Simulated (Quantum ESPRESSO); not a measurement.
# SrO (Fm-3m): from the cell to the phonon bands, part 3 of 5

How does SrO (Fm-3m) vibrate, and is this structure a minimum?

Quantum ESPRESSO 7.5; DFT PBE, scalar-relativistic, plane waves, PseudoDojo norm-conserving pseudopotentials.

So far, highest frequency (cm⁻¹): step 7 (interpolated phonon bands) 447.

The database entry behind the starting cell differs from later determinations by our own check (about 0.5 % short), so it need not match the best structure at ambient conditions.

## (10) A frozen mode

The atoms are moved along one mode, by 0.015 Å at most in any Cartesian component, and the restoring forces give its frequency without the response code: a check of the response kernel of this functional.

The input, frozen.in:

```
&CONTROL
  calculation = 'scf'
  prefix      = 'x'
  outdir      = './tmp'
  pseudo_dir  = './pseudo'
  tprnfor     = .true.
/
&SYSTEM
  ibrav       = 0
  nat         = 2
  ntyp        = 2
  ecutwfc     = 92.0
  occupations = 'fixed'
  nbnd        = 10
/
&ELECTRONS
  conv_thr         = 1.0d-11
  mixing_beta      = 0.7
  electron_maxstep = 100
/
ATOMIC_SPECIES
 Sr     87.6200  Sr.upf
 O      15.9990  O.upf
CELL_PARAMETERS angstrom
    -2.595598526    0.000000000    2.595598526
     0.000000000    2.595598526    2.595598526
    -2.595598526    2.595598526    0.000000000
ATOMIC_POSITIONS crystal
 Sr     0.499472465   0.499472465   0.500527535
 O      0.002889507   0.002889507  -0.002889507
K_POINTS automatic
 8 8 8 0 0 0
```

The run is started by

```bash
$ OMP_NUM_THREADS=1 mpirun -n 4 pw.x -nk 4 -in frozen.in > frozen.out
```

Output:

```text
[banners, grids, parts of the stress and lines that vanish by symmetry left out]
[banner, memory and clock lines left out]
Program PWSCF v.7.5

     Message from routine setup:
     using ibrav=0 with symmetry is DISCOURAGED, use correct ibrav instead

     G-vector sticks info

     bravais-lattice index     =            0
     lattice parameter (alat)  =       6.9367  a.u.
     unit-cell volume          =     236.0148 (a.u.)^3
     number of atoms/cell      =            2
     number of atomic types    =            2
     number of electrons       =        16.00
     number of Kohn-Sham states=           10
     kinetic-energy cutoff     =      92.0000  Ry
     charge density cutoff     =     368.0000  Ry
     scf convergence threshold =      1.0E-11
     mixing beta               =       0.7000
     number of iterations used =            8  plain     mixing
     Exchange-correlation= PBE
                           (   1   4   3   4   0   0   0)

     celldm(1)=   6.936676  celldm(2)=   0.000000  celldm(3)=   0.000000
     celldm(4)=   0.000000  celldm(5)=   0.000000  celldm(6)=   0.000000

     crystal axes: (cart. coord. in units of alat)
               a(1) = (  -0.707107   0.000000   0.707107 )
               a(2) = (   0.000000   0.707107   0.707107 )
               a(3) = (  -0.707107   0.707107   0.000000 )

     reciprocal axes: (cart. coord. in units 2 pi/alat)
               b(1) = ( -0.707107 -0.707107  0.707107 )
               b(2) = (  0.707107  0.707107  0.707107 )
               b(3) = ( -0.707107  0.707107 -0.707107 )

     PseudoPot. # 1 for Sr read from file:
     ./pseudo/Sr.upf
     Pseudo is Norm-conserving + core correction, Zval = 10.0
     Using radial grid of 1834 points,  6 beta functions with:
                l(1) =   0
                l(2) =   0
                l(3) =   1
                l(4) =   1
                l(5) =   2
                l(6) =   2

     PseudoPot. # 2 for O  read from file:
     ./pseudo/O.upf
     Pseudo is Norm-conserving + core correction, Zval =  6.0
     Using radial grid of  936 points,  5 beta functions with:
                l(1) =   0
                l(2) =   0
                l(3) =   1
                l(4) =   1
                l(5) =   2

     atomic species   valence    mass     pseudopotential
     Sr               10.00    87.62000     Sr( 1.00)
     O                 6.00    15.99900     O ( 1.00)

      8 Sym. Ops. (no inversion) found

   Cartesian axes

     site n.     atom                  positions (alat units)
         1        Sr     tau(   1) = (  -0.7071068   0.7071068   0.7063607  )
         2        O      tau(   2) = (  -0.0000000   0.0000000   0.0040864  )

     number of k points=    59
                       cart. coord. in units 2pi/alat
        k(    1) = (   0.0000000   0.0000000   0.0000000), wk =   0.0039062
        k(    2) = (  -0.0883883   0.0883883  -0.0883883), wk =   0.0312500
        k(    3) = (  -0.1767767   0.1767767  -0.1767767), wk =   0.0312500
        [... further k-points left out ...]

     Dense  grid:    27989 G-vectors     FFT dimensions: (  45,  45,  45)

     Initial potential from superposition of free atoms

     starting charge      15.9917, renormalised to      16.0000
     Starting wfcs are    9 randomized atomic wfcs +    1 random wfcs

     per-process dynamical memory:    29.5 Mb

     Self-consistent Calculation

     iteration #  1     ecut=    92.00 Ry     beta= 0.70
     Davidson diagonalization with overlap
     ethr =  1.00E-02,  avg # of iterations =  5.7

     total energy              =    -101.44307643 Ry
     estimated scf accuracy    <       0.64586125 Ry

     iteration #  2     ecut=    92.00 Ry     beta= 0.70
     Davidson diagonalization with overlap
     ethr =  4.04E-03,  avg # of iterations =  4.0

     total energy              =    -101.37571162 Ry
     estimated scf accuracy    <       2.16207775 Ry

     iteration #  3     ecut=    92.00 Ry     beta= 0.70
     Davidson diagonalization with overlap
     ethr =  4.04E-03,  avg # of iterations =  3.1

     total energy              =    -101.78040956 Ry
     estimated scf accuracy    <       0.01280233 Ry

     iteration #  4     ecut=    92.00 Ry     beta= 0.70
     Davidson diagonalization with overlap
     ethr =  8.00E-05,  avg # of iterations =  2.8

     total energy              =    -101.78333154 Ry
     estimated scf accuracy    <       0.00099870 Ry

     iteration #  5     ecut=    92.00 Ry     beta= 0.70
     Davidson diagonalization with overlap
     ethr =  6.24E-06,  avg # of iterations =  4.0

     total energy              =    -101.78342554 Ry
     estimated scf accuracy    <       0.00011092 Ry

     iteration #  6     ecut=    92.00 Ry     beta= 0.70
     Davidson diagonalization with overlap
     ethr =  6.93E-07,  avg # of iterations =  2.4

     total energy              =    -101.78344056 Ry
     estimated scf accuracy    <       0.00000871 Ry

     iteration #  7     ecut=    92.00 Ry     beta= 0.70
     Davidson diagonalization with overlap
     ethr =  5.45E-08,  avg # of iterations =  3.4

     total energy              =    -101.78344384 Ry
     estimated scf accuracy    <       0.00000221 Ry

     iteration #  8     ecut=    92.00 Ry     beta= 0.70
     Davidson diagonalization with overlap
     ethr =  1.38E-08,  avg # of iterations =  1.0

     total energy              =    -101.78344354 Ry
     estimated scf accuracy    <       0.00000114 Ry

     iteration #  9     ecut=    92.00 Ry     beta= 0.70
     Davidson diagonalization with overlap
     ethr =  7.12E-09,  avg # of iterations =  2.0

     total energy              =    -101.78344363 Ry
     estimated scf accuracy    <       0.00000008 Ry

     iteration # 10     ecut=    92.00 Ry     beta= 0.70
     Davidson diagonalization with overlap
     ethr =  5.09E-10,  avg # of iterations =  3.1

     total energy              =    -101.78344365 Ry
     estimated scf accuracy    <          2.4E-09 Ry

     iteration # 11     ecut=    92.00 Ry     beta= 0.70
     Davidson diagonalization with overlap
     ethr =  1.47E-11,  avg # of iterations =  2.6

     total energy              =    -101.78344365 Ry
     estimated scf accuracy    <          1.1E-11 Ry

     iteration # 12     ecut=    92.00 Ry     beta= 0.70
     Davidson diagonalization with overlap
     ethr =  1.00E-13,  avg # of iterations =  4.2

     total energy              =    -101.78344365 Ry
     estimated scf accuracy    <          1.5E-11 Ry

     iteration # 13     ecut=    92.00 Ry     beta= 0.70
     Davidson diagonalization with overlap
     ethr =  1.00E-13,  avg # of iterations =  2.0

     End of self-consistent calculation

          k = 0.0000 0.0000 0.0000 (  3527 PWs)   bands (ev):

   -24.7010  -7.2664  -6.3629  -6.3629  -6.3620   7.7222   7.7222   7.7224
    11.5373  13.9263

          k =-0.0884 0.0884-0.0884 (  3539 PWs)   bands (ev):

   -24.6835  -7.6375  -6.3746  -6.3744  -6.0352   7.2841   7.5410   7.5417
    12.2210  13.7665

     [... levels at further k-points left out ...]

     highest occupied, lowest unoccupied level (ev):     7.7224   11.0562

!    total energy              =    -101.78344365 Ry
     estimated scf accuracy    <          2.2E-14 Ry

     The total energy is the sum of the following terms:
     one-electron contribution =     -16.60339782 Ry
     hartree contribution      =      16.97404760 Ry
     xc contribution           =     -25.26296102 Ry
     ewald contribution        =     -76.89113241 Ry

     convergence has been achieved in  13 iterations

     Forces acting on atoms (cartesian axes, Ry/au):

     atom    1 type  1   force =    -0.00000000   -0.00000000    0.00124485
     atom    2 type  2   force =     0.00000000    0.00000000   -0.00124485

     Total force =     0.001760     Total SCF correction =     0.000000

     XML data file, charge density, pseudopotentials, collected wavefunctions
```

It took 15 s on 4 MPI ranks of Arm Neoverse V1, shared host.

This step gave:

* gap on the k-mesh: 3.334 eV
* frequency from the forces: 190.4 cm⁻¹
* frequency from linear response: 190 cm⁻¹

The forces give 190.4 cm⁻¹ against 190.0 cm⁻¹ from linear response after the sum rule and 190.3 cm⁻¹ before it.

## (11) Sum rules set otherwise: a sum rule for molecules or wires on a crystal

This rule also removes rotations, which suits molecules and not a crystal; it is tried to see the harm.

The input, dynmat.in:

```
&INPUT
  fildyn = 'x.dyn1'
  asr    = 'zero-dim'
  fileig = 'dynmat.eig'
  lperm  = .true.
/
```

The run is started by

```bash
$ dynmat.x -in dynmat.in > dynmat.out
```

Output:

```text
[banner, memory and clock lines left out]
Program DYNMAT v.7.5

     Reading Dynamical Matrix from file x.dyn1
     ...Force constants read
     ...epsilon and Z* read
     Acoustic Sum Rule: || Z*(ASR) - Z*(orig)|| =    4.875705E+00
     Acoustic Sum Rule: ||dyn(ASR) - dyn(orig)||=    1.046709E-01
     A direction for q was not specified:TO-LO splitting will be absent

     Polarizability (A^3 units)
     multiply by 0.519661 for Clausius-Mossotti correction
         7.717587    0.000000   -0.000000
        -0.000000    7.717587    0.000000
        -0.000000    0.000000    7.717587

     IR activities are in (D/A)^2/amu units

# mode   [cm-1]    [THz]      IR
    1     -0.00   -0.0000    0.0000
    2     -0.00   -0.0000    0.0000
    3     -0.00   -0.0000    0.0000
    4     -0.00   -0.0000    0.0000
    5      0.00    0.0000    0.0000
    6    190.11    5.6993   10.1351

Electronic dielectric permittivity tensor (relative, adimensional)
         3.772994    0.000000   -0.000000
        -0.000000    3.772994    0.000000
        -0.000000    0.000000    3.772994

 ... with zone-center polar mode contributions
         9.473522   -5.700529   -5.700529
        -5.700529    9.473522    5.700529
        -5.700529    5.700529    9.473522
```

Run time: 0.46 s. Hardware: 1 thread.

The program raised no error, yet the settings are not those of a careful run.

The fault: a sum rule for molecules or wires on a crystal; 2 optical modes are projected out to zero frequency, as if they were rotations, and the static dielectric tensor is spoilt.

For a crystal the rule has to be 'simple' or 'crystal'.

Zone-centre frequencies as printed; negative means imaginary. Modes:

```tsv
mode	frequency (cm⁻¹)
1	0
2	0
3	0
4	0
5	0
6	190.1
```

## (12) The LO-TO splitting (1 0 0)

A longitudinal polar mode sets up a macroscopic field that stiffens it; the term hangs on the direction from which q goes to zero.

The input, dynmat.in:

```
&INPUT
  fildyn = 'x.dyn1'
  asr    = 'simple'
  fileig = 'dynmat.eig'
  q(1)   = 1.0
  q(2)   = 0.0
  q(3)   = 0.0
/
```

The run is started by

```bash
$ dynmat.x -in dynmat.in > dynmat.out
```

Output:

```text
[banner, memory and clock lines left out]
Program DYNMAT v.7.5

     Reading Dynamical Matrix from file x.dyn1
     ...Force constants read
     ...epsilon and Z* read

     Polarizability (A^3 units)
     multiply by 0.519661 for Clausius-Mossotti correction
         7.717587    0.000000   -0.000000
        -0.000000    7.717587    0.000000
        -0.000000    0.000000    7.717587

     IR activities are in (D/A)^2/amu units

# mode   [cm-1]    [THz]      IR
    1      0.00    0.0000    0.0000
    2      0.00    0.0000    0.0000
    3      0.00    0.0000    0.0000
    4    189.99    5.6956   10.1351
    5    189.99    5.6956   10.1351
    6    447.11   13.4041   10.1351
```

Wall time 0.46 s (1 thread).

This step gave:

| Quantity | Value |
| --- | --- |
| highest mode moved by the LO-TO term | 447.1 cm⁻¹ |

Zone-centre frequencies as printed; negative means imaginary. Modes:

```tsv
mode	frequency (cm⁻¹)
1	0
2	0
3	0
4	190
5	190
6	447.1
```

The field moves one mode, from 190 to 447 cm⁻¹; the others stay.

## (13) The dispersion under another sum rule (asr no)

The sum rule corrects the force constants themselves, so it can shift branches at any wavevector, low ones most.

The input, matdyn.in:

```
&INPUT
  asr              = 'no'
  flfrc            = 'x.fc'
  flfrq            = 'x.freq'
  flvec            = 'x.modes'
  q_in_band_form   = .true.
  q_in_cryst_coord = .true.
/
8
  0.0000000   0.0000000   0.0000000   8  ! GAMMA
  0.0000000   0.5000000   0.5000000   8  ! X
  0.0000000   0.6250000   0.3750000   1  ! U
 -0.3750000   0.3750000   0.0000000   8  ! K
  0.0000000   0.0000000   0.0000000   8  ! GAMMA
  0.0000000   0.5000000  -0.0000000   8  ! L
 -0.2500000   0.5000000   0.2500000   8  ! W
  0.0000000   0.5000000   0.5000000   1  ! X
```

The run is started by

```bash
$ matdyn.x -in matdyn.in > matdyn.out
```

Output:

```text
[banner, memory and clock lines left out]
Program MATDYN v.7.5

 mass for atomic type   1 not given; uses mass from file x.fc
 mass for atomic type   2 not given; uses mass from file x.fc
```

It took 0.49 s on 1 thread.

This step gave:

```yaml
lowest_frequency_on_the_path: 4.923 cm⁻¹
```

Matdyn.x, sum rule no. The phonon branches at the labelled points (cm⁻¹):

```tsv
point	branch 1	branch 2	branch 3	branch 4	branch 5	branch 6
Γ	5	5	5	190	190	447
X	123	123	178	223	223	306
U	118	162	167	242	289	313
jump to K	118	162	167	242	289	313
Γ	5	5	5	190	190	447
L	99	99	223	258	258	414
W	140	158	158	271	271	304
X	123	123	178	223	223	306
```

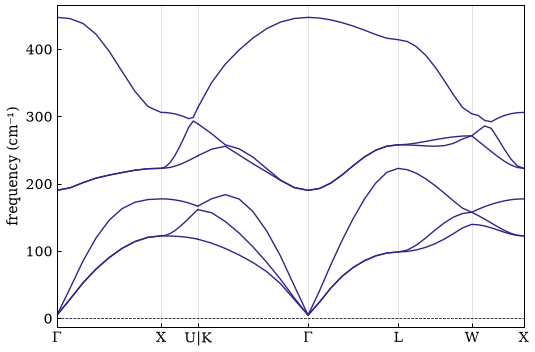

Phonon branches along the path.

At the labelled points the branches move by no more than 5.0 cm⁻¹.

## (14) Self-consistent run for the response, volume × 0.97

Bonds stiffen under compression, so frequencies follow the volume; the atoms are not relaxed anew.

The input, scf.in:

```
&CONTROL
  calculation = 'scf'
  prefix      = 'x'
  outdir      = './tmp'
  pseudo_dir  = './pseudo'
  tprnfor     = .true.
  tstress     = .true.
/
&SYSTEM
  ibrav       = 0
  nat         = 2
  ntyp        = 2
  ecutwfc     = 92.0
  occupations = 'fixed'
  nbnd        = 10
/
&ELECTRONS
  conv_thr         = 1.0d-12
  mixing_beta      = 0.7
  electron_maxstep = 100
/
ATOMIC_SPECIES
 Sr     87.6200  Sr.upf
 O      15.9990  O.upf
CELL_PARAMETERS angstrom
    -2.569378566    0.000000000    2.569378566
     0.000000000    2.569378566    2.569378566
    -2.569378566    2.569378566    0.000000000
ATOMIC_POSITIONS crystal
 Sr     0.500000000   0.500000000   0.500000000
 O      0.000000000   0.000000000   0.000000000
K_POINTS automatic
 8 8 8 0 0 0
```

The run is started by

```bash
$ OMP_NUM_THREADS=1 mpirun -n 4 pw.x -nk 4 -in scf.in > scf.out
```

Output:

```text
[banners, grids, parts of the stress and lines that vanish by symmetry left out]
[banner, memory and clock lines left out]
Program PWSCF v.7.5

[...]
kinetic-energy cutoff     =      92.0000  Ry
     charge density cutoff     =     368.0000  Ry
     scf convergence threshold =      1.0E-12
[...]
Exchange-correlation= PBE
                           (   1   4   3   4   0   0   0)
[...]
48 Sym. Ops., with inversion, found
[...]
number of k points=    29
[...]
End of self-consistent calculation
[...]
highest occupied, lowest unoccupied level (ev):     8.0545   11.3757
!    total energy              =    -101.78281443 Ry
[...]
convergence has been achieved in  14 iterations
[...]
atom    1 type  1   force =    -0.00000000    0.00000000    0.00000000
     atom    2 type  2   force =    -0.00000000    0.00000000   -0.00000000
     Total force =     0.000000     Total SCF correction =     0.000000
[...]
total   stress  (Ry/bohr**3)                   (kbar)     P=       27.70
[...]
XML data file, charge density, pseudopotentials, collected wavefunctions
```

The job ended after 9.4 s (4 MPI ranks; 37 s of CPU time).

Read from the output:

- volume per atom: 16.96 Å³
- pressure: 2.77 GPa
- gap on the k-mesh: 3.321 eV

(Part 3 of 5 ends here.)

[Host names and launcher messages were left out of these logs when they were recorded.]

[Logs are printed without paths, hosts, clocks, repeated set-up lines and the standing remarks that a program may print on its own settings, such as how far it seeks lower states.]

[Hosts, paths, dates, database ids (printed as entryN), source tags and the programs' standing remarks are cut or masked in the printed files.]
